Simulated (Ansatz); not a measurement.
System: Ta, space group Fm-3m (No. 225).

Starting cell:
```yaml
crystal:
  lattice:
    - [0.00000, 2.10393, 2.10393]
    - [2.10393, 0.00000, 2.10393]
    - [2.10393, 2.10393, 0.00000]
  atoms:
    - { symbol: Ta, position: [0.00000, 0.00000, 0.00000] }
```

How it was computed, with Ansatz 0.2.0: deformation of a crystal at fixed volume, lengths along the axis scaled against those across it, fractional coordinates fixed, by plane-wave density functional theory with PAW datasets, free energies less that of the undisturbed cell, pressure positive in compression; scalar-relativistic. Level: r2SCAN, no spin polarisation.

wave cutoff 500 eV; k mesh 28×28×28; occupations Gaussian; smearing width 0.15 eV; k shift (0, 0, 0) (mesh steps); start relaxed; path tetragonal; axis direction (0, 0, 1) (Cartesian unit vector).

Describe the result: the energy change and pressure against relative axial ratio. The relative axial ratio takes the values 0.650, 0.707, 0.780, 0.850, 0.920, 0.960, 1.000, 1.050, 1.100, 1.200, 1.300, 1.414, 1.500.

The energy change is −209 meV/atom at relative axial ratio 0.650 and 284 meV/atom at 1.500; the lowest computed point is at relative axial ratio 0.707 (−233 meV/atom); there is a further local minimum at 1.200 (−77 meV/atom); the curve passes over a maximum at 1.000 (0 meV/atom). The pressure goes from −5.314 GPa at relative axial ratio 0.650 to 3.331 GPa at 1.500, not monotonically, with a low of −5.914 GPa at 0.707, and changes sign near 1.41.

| axial ratio relative to the start | energy change (meV/atom) | pressure (GPa) |
| --- | --- | --- |
| 0.650 | −209 | −5.314 |
| 0.707 | −233 | −5.914 |
| 0.780 | −198 | −5.116 |
| 0.850 | −121 | −3.239 |
| 0.920 | −38 | −1.232 |
| 0.960 | −8 | −0.292 |
| 1.000 | 0 | 0.017 |
| 1.050 | −9 | −0.370 |
| 1.100 | −35 | −1.299 |
| 1.200 | −77 | −2.492 |
| 1.300 | −43 | −2.201 |
| 1.414 | 106 | 0.002 |
| 1.500 | 284 | 3.331 |

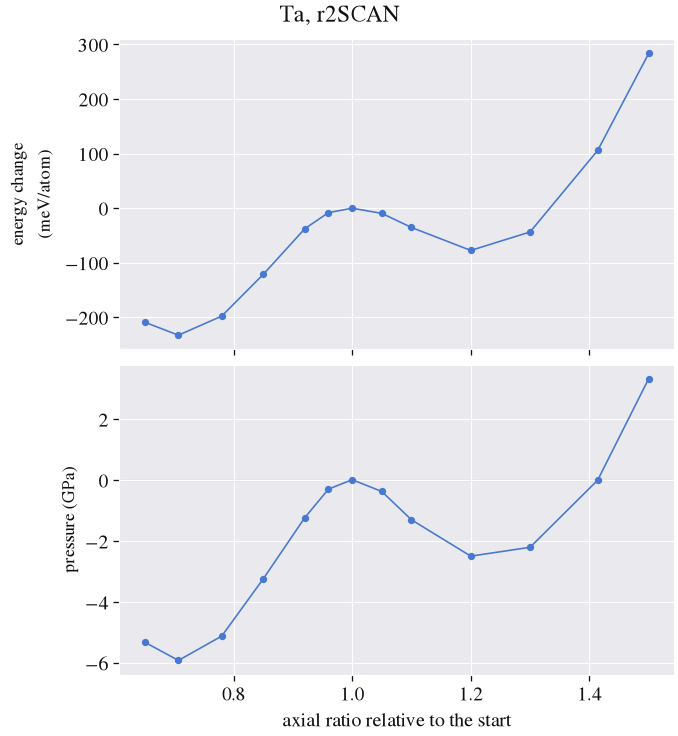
